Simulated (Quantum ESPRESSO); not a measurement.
**Mn$_{3}$Si: projected density-of-states run (part 3 of 3)**

Mn$_{3}$Si (Fm-3m, 4 atoms in the cell); Kohn-Sham DFT of a periodic cell, PBEsol, DFT+U, GBRV 1.5 PBEsol, spin-polarised (Quantum ESPRESSO 7.5); cutoff 612.26 eV, 7×7×7 k-mesh, fermi-dirac of 0.05 eV, collinear spins. The structure derives from an entry of the Crystallography Open Database.

Geometry of the input (Å; fractional positions):
```
0.0000  2.8610  2.8610
2.8610  0.0000  2.8610
2.8610  2.8610  0.0000
Mn 0.7500  0.7500  0.7500
Mn 0.2500  0.2500  0.2500
Mn 0.5000  0.5000  0.5000
Si 0.0000  0.0000  0.0000
```

Output, continued:
```
   -62.8077 -62.8054 -62.3211 -31.8069 -31.8054 -31.7524 -31.7034 -31.6771
   -31.6587 -31.2082 -31.1790 -31.1697   8.2299  10.8407  11.5618  12.5804
    12.6736  13.2984  13.8392  13.8439  14.0964  14.4585  14.5524  14.9698
    15.6075  15.7610  16.3097  16.4579  16.6470  17.3546  17.8444  21.2914
    24.5164  25.0708  25.2059  27.5879  27.6408

          k = 0.0000-0.4041 0.4041 (  1610 PWs)   bands (ev):

   -62.8100 -62.8036 -62.3199 -31.8014 -31.7845 -31.7385 -31.7269 -31.6933
   -31.6594 -31.1923 -31.1897 -31.1750   7.9886  10.9438  11.7622  12.1305
    12.6858  13.3723  13.7104  13.9882  14.0320  14.4099  14.5345  14.7672
    15.6406  15.8480  16.3545  16.6193  17.1120  17.5161  18.7094  21.2135
    24.5079  24.7816  25.0110  25.9140  27.3792

          k = 0.6061-0.0000 0.0000 (  1608 PWs)   bands (ev):

   -62.8105 -62.8032 -62.3218 -31.8268 -31.8268 -31.7647 -31.6602 -31.6602
   -31.6539 -31.2382 -31.1645 -31.1645   8.0882  10.4538  12.1970  12.5418
    13.3243  13.3243  13.3524  13.9566  13.9566  14.8169  15.0606  15.0606
    15.4333  15.9752  16.1014  16.1411  16.9249  16.9249  16.9428  20.9447
    22.1607  27.3107  27.3107  28.2675  28.3639

          k =-0.0000-0.6061 0.6061 (  1614 PWs)   bands (ev):

   -62.8088 -62.8043 -62.3223 -31.8240 -31.8238 -31.7643 -31.6727 -31.6630
   -31.6499 -31.2302 -31.1676 -31.1647   8.2688  10.6849  11.9040  12.3978
    13.2987  13.3548  13.6122  13.7355  13.8867  14.9163  14.9294  15.1597
    15.2508  15.8948  16.1079  16.5742  16.5894  16.6323  16.8479  21.1910
    22.7306  26.9399  27.4077  28.0779  28.3332

          k = 0.4041 0.2020 0.0000 (  1612 PWs)   bands (ev):

   -62.8149 -62.8002 -62.3179 -31.8039 -31.7821 -31.7533 -31.6946 -31.6935
   -31.6677 -31.2114 -31.1782 -31.1757   7.4131  10.7712  12.1982  12.4144
    12.7560  13.2155  13.3350  13.7864  14.2994  14.4637  14.6734  15.1546
    15.6164  16.0483  16.1807  16.4647  18.0101  18.1422  18.6065  22.0786
    23.0734  23.2028  25.0542  25.7368  28.7077

          k =-0.2020-0.4041 0.6061 (  1603 PWs)   bands (ev):

   -62.8093 -62.8042 -62.3203 -31.8127 -31.7713 -31.7590 -31.7191 -31.6768
   -31.6647 -31.2016 -31.1847 -31.1710   8.0788  10.7614  11.7244  12.3603
    12.7767  13.4702  13.5520  13.8123  14.2782  14.3991  14.4123  14.9659
    15.6523  15.8975  16.2865  16.4030  16.8498  17.8370  18.0551  22.1030
    23.0707  24.6310  25.4720  27.0187  27.9570

          k =-0.1010-0.5051 0.7071 (  1617 PWs)   bands (ev):

   -62.8091 -62.8041 -62.3216 -31.8297 -31.7987 -31.7622 -31.6952 -31.6585
   -31.6558 -31.2202 -31.1748 -31.1652   8.1984  10.7085  11.8637  12.5450
    12.9371  13.4012  13.5418  13.8844  14.0107  14.4789  14.8918  15.1664
    15.3465  15.9812  16.1246  16.4469  16.7001  17.0248  17.0680  21.8469
    23.0615  24.9837  27.0197  27.5079  29.1026

          k = 0.0000-0.4041 0.6061 (  1609 PWs)   bands (ev):

   -62.8065 -62.8062 -62.3217 -31.8300 -31.7771 -31.7520 -31.7311 -31.6614
   -31.6535 -31.2021 -31.1878 -31.1658   8.3199  11.1992  11.3151  12.4977
    12.7203  13.4546  13.7811  13.7921  14.1016  14.3077  14.8082  14.8723
    15.6173  15.8176  16.3234  16.3330  16.7050  17.0301  17.0872  22.2864
    24.3482  24.6557  25.1914  27.9181  28.1446

 ------ SPIN DOWN ----------

          k = 0.0000 0.0000 0.0000 (  1639 PWs)   bands (ev):

   -59.3991 -59.3554 -58.9144 -28.4104 -28.4104 -28.4104 -28.3774 -28.3774
   -28.3774 -27.8780 -27.8780 -27.8780   6.0598  14.2512  14.2512  14.2512
    15.2541  15.2541  16.9518  16.9518  16.9518  19.6173  19.6173  19.6173
    20.4010  20.4010  20.7893  20.7893  20.8396  22.5675  22.5675  22.5675
    24.4958  24.4958  24.4958  27.4824  27.4824

          k = 0.1010 0.1010-0.1010 (  1594 PWs)   bands (ev):

   -59.3958 -59.3567 -58.9161 -28.4331 -28.4182 -28.4182 -28.3730 -28.3730
   -28.3509 -27.8834 -27.8745 -27.8745   6.3256  13.7123  14.1669  14.1669
    15.5193  15.5193  16.7309  16.9165  16.9165  19.3020  19.3523  19.3523
    20.4332  20.4332  20.7384  20.7384  21.3240  22.7438  22.7438  23.0004
    23.3901  24.2893  24.2893  27.2415  27.2415

          k = 0.2020 0.2020-0.2020 (  1615 PWs)   bands (ev):

   -59.3872 -59.3607 -58.9200 -28.4420 -28.4318 -28.4318 -28.3676 -28.3676
   -28.3395 -27.8909 -27.8668 -27.8668   7.0623  12.4195  14.0658  14.0658
    16.0807  16.0807  16.4548  16.8774  16.8774  18.8235  18.8235  18.8401
    20.2724  20.2724  20.7048  20.7048  21.1664  22.2133  23.0765  23.0765
    23.8118  23.8118  24.8976  27.5156  27.5156

          k = 0.3030 0.3030-0.3030 (  1616 PWs)   bands (ev):

   -59.3769 -59.3673 -58.9233 -28.4407 -28.4407 -28.4249 -28.3652 -28.3652
   -28.3593 -27.8918 -27.8607 -27.8607   7.9741  11.0973  14.0251  14.0251
    16.6103  16.6103  16.6692  16.8701  16.8701  17.9863  18.3582  18.3582
    20.0262  20.0262  20.4958  20.7022  20.7022  22.4569  23.2797  23.2797
    23.4474  23.4474  26.5402  28.4063  28.4063

          k = 0.2020-0.0000 0.0000 (  1607 PWs)   bands (ev):

   -59.3947 -59.3570 -58.9166 -28.4430 -28.4430 -28.3888 -28.3874 -28.3523
   -28.3523 -27.8914 -27.8708 -27.8708   6.4126  13.4366  14.3148  14.3148
    15.4727  15.5209  16.4439  16.9974  16.9974  19.2213  19.2213  19.4141
    20.3894  20.5141  20.5552  20.7876  21.2253  22.6100  23.0477  23.0477
    23.7180  23.7180  24.4420  26.1406  28.9609

          k = 0.3030 0.1010-0.1010 (  1613 PWs)   bands (ev):

   -59.3882 -59.3598 -58.9198 -28.4609 -28.4595 -28.4070 -28.3699 -28.3426
   -28.3362 -27.9001 -27.8651 -27.8631   6.9881  12.6753  14.0255  14.2891
    15.7737  15.8864  16.1479  16.9899  17.0365  18.7586  18.8150  19.2959
    20.2999  20.3800  20.4704  20.7447  21.2387  21.8871  22.5260  22.9835
    24.3209  24.3689  24.7656  26.4069  28.6865

          k = 0.4041 0.2020-0.2020 (  1605 PWs)   bands (ev):

   -59.3790 -59.3649 -58.9234 -28.4659 -28.4558 -28.4269 -28.3566 -28.3437
   -28.3436 -27.8959 -27.8633 -27.8574   7.8600  11.5902  13.6301  14.1870
    15.8747  16.3968  16.5755  17.1030  17.1347  18.1966  18.3205  18.7952
    20.0951  20.1694  20.4120  20.5500  20.7525  21.7187  22.1716  23.1117
    24.5753  24.7589  26.1317  27.5493  28.7536

          k =-0.2020-0.4041 0.4041 (  1596 PWs)   bands (ev):

   -59.3730 -59.3696 -58.9245 -28.4600 -28.4556 -28.4218 -28.3744 -28.3534
   -28.3344 -27.8881 -27.8647 -27.8577   8.2729  11.0943  13.5363  14.0734
    15.9437  16.6452  16.8927  17.0413  17.4324  18.0064  18.1171  18.1970
    19.9394  20.1192  20.5000  20.5892  20.5967  21.8907  22.0437  22.9521
    24.5772  24.8176  27.3338  28.2171  28.2943

          k =-0.1010-0.3030 0.3030 (  1605 PWs)   bands (ev):

   -59.3820 -59.3632 -58.9223 -28.4641 -28.4341 -28.4324 -28.3699 -28.3609
   -28.3274 -27.8910 -27.8640 -27.8638   7.5601  12.0046  13.7128  13.9928
    15.8530  16.5288  16.6321  16.6969  17.2549  18.1577  18.6018  18.8817
    20.1322  20.3644  20.4171  20.7224  20.9803  22.0821  22.1175  22.6431
    24.3986  24.9932  25.5732  26.8569  28.7986

          k =-0.0000-0.2020 0.2020 (  1600 PWs)   bands (ev):

   -59.3908 -59.3588 -58.9185 -28.4525 -28.4380 -28.4035 -28.3907 -28.3504
   -28.3383 -27.8904 -27.8714 -27.8671   6.7477  13.0575  14.0133  14.1403
    15.6209  15.9480  16.4707  16.7809  17.0785  18.7832  19.0875  19.2473
    20.3063  20.5257  20.5988  20.7202  21.8943  22.3473  22.4278  22.4645
    23.9121  23.9296  25.3058  25.9364  28.5047

          k = 0.4041-0.0000 0.0000 (  1612 PWs)   bands (ev):

   -59.3847 -59.3607 -58.9218 -28.4865 -28.4865 -28.4123 -28.3408 -28.3251
   -28.3251 -27.9193 -27.8557 -27.8557   7.3672  12.2573  14.4628  14.4628
    15.3917  15.3989  16.0764  17.0958  17.0958  18.7196  18.7196  19.4461
    19.9028  20.3634  20.4100  20.5869  20.7583  21.6532  21.6532  23.2910
    24.3443  25.4774  25.4774  26.6859  29.2833

          k = 0.5051 0.1010-0.1010 (  1621 PWs)   bands (ev):

   -59.3785 -59.3635 -58.9246 -28.4968 -28.4946 -28.4255 -28.3301 -28.3206
   -28.3194 -27.9203 -27.8532 -27.8503   8.0562  11.7821  13.6510  14.4436
    15.1255  15.8265  16.4809  17.1838  17.2274  18.3689  18.4302  19.4080
    19.7674  20.1777  20.2596  20.4676  20.6953  20.9778  21.1901  23.5209
    24.7389  26.0709  26.3679  28.2763  29.0441

          k =-0.1010-0.5051 0.5051 (  1613 PWs)   bands (ev):

   -59.3722 -59.3682 -58.9261 -28.4899 -28.4882 -28.4202 -28.3655 -28.3286
   -28.3081 -27.8989 -27.8624 -27.8507   8.5690  11.6271  12.6855  14.2884
    15.1481  16.6433  16.6582  17.4558  17.5012  17.9076  18.1049  18.7162
    19.8584  20.1069  20.2963  20.5342  20.6104  20.9620  21.0063  23.4746
    25.9615  26.2774  26.3746  28.4951  28.5635

          k = 0.0000-0.4041 0.4041 (  1610 PWs)   bands (ev):

   -59.3749 -59.3671 -58.9251 -28.4822 -28.4630 -28.4094 -28.3894 -28.3471
   -28.3089 -27.8795 -27.8749 -27.8568   8.2584  11.8788  12.6908  14.0981
    15.4853  16.6246  17.0979  17.2109  17.3633  17.8081  18.1865  18.6266
    19.8516  20.4403  20.4434  20.6243  20.7727  21.1388  21.1959  23.2145
    25.7290  25.9396  26.2098  27.2800  28.2775

          k = 0.6061-0.0000 0.0000 (  1608 PWs)   bands (ev):

   -59.3765 -59.3634 -58.9260 -28.5140 -28.5140 -28.4343 -28.3094 -28.3094
   -28.3024 -27.9397 -27.8448 -27.8448   8.4616  11.4427  14.5857  14.5857
    14.5958  14.6754  16.8122  17.1628  17.1628  18.5694  18.5694  19.1131
    19.7282  20.1105  20.3426  20.4086  20.6108  20.6108  20.6468  23.4747
    24.2644  28.0642  28.0642  28.6212  28.9981

          k =-0.0000-0.6061 0.6061 (  1614 PWs)   bands (ev):

   -59.3742 -59.3650 -58.9267 -28.5107 -28.5106 -28.4337 -28.3264 -28.3123
   -28.2978 -27.9283 -27.8486 -27.8450   8.7047  11.4711  13.2906  14.5128
    14.6175  15.7394  16.8177  17.2773  17.3954  18.1788  18.4224  19.3997
    19.4121  19.9487  20.3992  20.4839  20.4855  20.5757  20.6739  23.5792
    24.6750  27.8746  28.0622  28.9763  29.1838

          k = 0.4041 0.2020 0.0000 (  1612 PWs)   bands (ev):

   -59.3817 -59.3627 -58.9228 -28.4853 -28.4598 -28.4232 -28.3513 -28.3480
   -28.3189 -27.9037 -27.8606 -27.8576   7.6342  12.1392  13.6657  14.0616
    15.6909  16.1376  16.3791  16.9776  17.2885  18.2381  18.5737  19.2070
    20.0747  20.2710  20.4993  20.6470  20.9310  21.3673  21.5012  23.5031
    24.7396  24.8336  26.0684  26.6911  29.2602

          k =-0.2020-0.4041 0.6061 (  1603 PWs)   bands (ev):

   -59.3741 -59.3674 -58.9254 -28.4967 -28.4461 -28.4315 -28.3814 -28.3287
   -28.3151 -27.8908 -27.8689 -27.8521   8.3616  11.6079  13.0012  14.0015
    15.5647  16.4910  16.7850  17.2611  17.5617  17.8566  18.1486  18.7218
    19.9451  20.1327  20.3240  20.5546  20.7092  21.0478  21.3064  23.6868
    24.9467  25.8892  26.6555  27.9348  28.8013

          k =-0.1010-0.5051 0.7071 (  1617 PWs)   bands (ev):

   -59.3743 -59.3656 -58.9264 -28.5174 -28.4805 -28.4315 -28.3539 -28.3073
   -28.3047 -27.9149 -27.8571 -27.8455   8.5697  11.6658  13.2348  13.7515
    15.3891  15.9536  16.7154  17.2455  17.5174  18.0948  18.2739  19.2458
    19.7286  19.9978  20.2763  20.4289  20.4696  20.6346  21.0102  23.8777
    24.9169  26.2679  27.8657  28.2418  29.7534

          k = 0.0000-0.4041 0.6061 (  1609 PWs)   bands (ev):

   -59.3705 -59.3692 -58.9268 -28.5178 -28.4534 -28.4199 -28.3989 -28.3108
   -28.3019 -27.8910 -27.8732 -27.8461   8.7124  12.1048  12.2650  13.7097
    15.4292  16.5869  16.6310  17.4016  17.7916  17.8463  18.0138  18.8543
    19.8450  20.1250  20.1589  20.3248  20.5705  20.6319  21.0906  24.0526
    25.8581  26.1420  26.4448  28.7013  28.9647

     the Fermi energy is    17.2274 ev

!    total energy              =    -642.44062566 Ry
     estimated scf accuracy    <          5.7E-10 Ry
     smearing contrib. (-TS)   =      -0.00239889 Ry
     internal energy E=F+TS    =    -642.43822677 Ry

     The total energy is F=E-TS. E is the sum of the following terms:
     one-electron contribution =    -304.01856554 Ry
     hartree contribution      =     180.21330703 Ry
     xc contribution           =     -83.95786289 Ry
     ewald contribution        =    -434.98463318 Ry
     Hubbard energy            =       0.30952781 Ry

     total magnetization       =     8.97 Bohr mag/cell
     absolute magnetization    =     9.50 Bohr mag/cell

     convergence has been achieved in  17 iterations

     Forces acting on atoms (cartesian axes, Ry/au):

     atom    1 type  1   force =     0.00000000   -0.00000000    0.00000000
     atom    2 type  1   force =    -0.00000000    0.00000000   -0.00000000
     atom    3 type  1   force =     0.00000000   -0.00000000    0.00000000
     atom    4 type  2   force =     0.00000000    0.00000000    0.00000000

     Total force =     0.000000     Total SCF correction =     0.000000

     Computing stress (Cartesian axis) and pressure

          total   stress  (Ry/bohr**3)                   (kbar)     P=      145.46
   0.00098884   0.00000000   0.00000000          145.46        0.00        0.00
   0.00000000   0.00098884   0.00000000            0.00      145.46        0.00
   0.00000000   0.00000000   0.00098884            0.00        0.00      145.46

=------------------------------------------------------------------------------=
   JOB DONE.
=------------------------------------------------------------------------------=
```

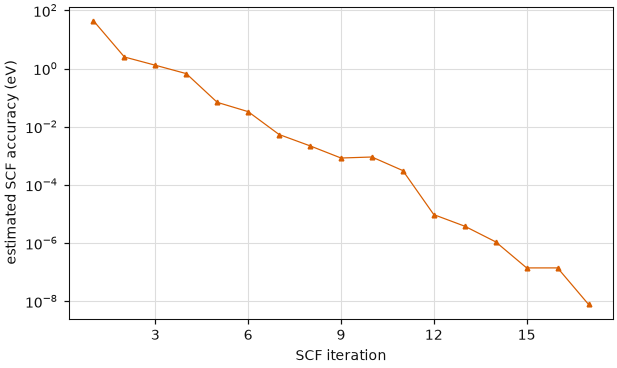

Fig. 1: Convergence of the self-consistent field: estimated SCF accuracy against the iteration. The field takes 17 iterations in all.

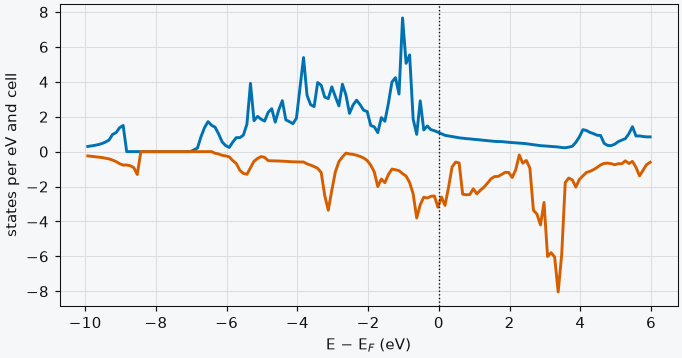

Fig. 2: Density of states from the levels on the mesh of the run, whose fine structure reflects that mesh, with energies from the Fermi level of the run (spin down drawn downwards). At the top of the window the curve may fall because the computed bands end.

Key numbers:

| quantity | value |
| --- | --- |
| outcome | converged |
| space group (tolerance 0.01 Å) | Fm-3m (225) |
| electrons treated | 49 |
| free energy | −8740.8500 eV |
| Fermi energy | 17.227 eV |
| gap on the k-point mesh | none (metallic) |
| net moment of the cell | 8.97 μB |
| integrated absolute moment | 9.50 μB |
| pressure | 14.55 GPa |
| largest force (length of the vector) | under 0.001 eV/Å |
| hardware | 2 threads of Arm Neoverse V2, 24 GiB of memory available, shared host |
| wall time | 2 min (CPU time 3.9 min) |
| peak memory | 0.3 GiB |

Notes:

The cell is under a pressure of 14.5 GPa at this level, so it is not at its equilibrium volume.
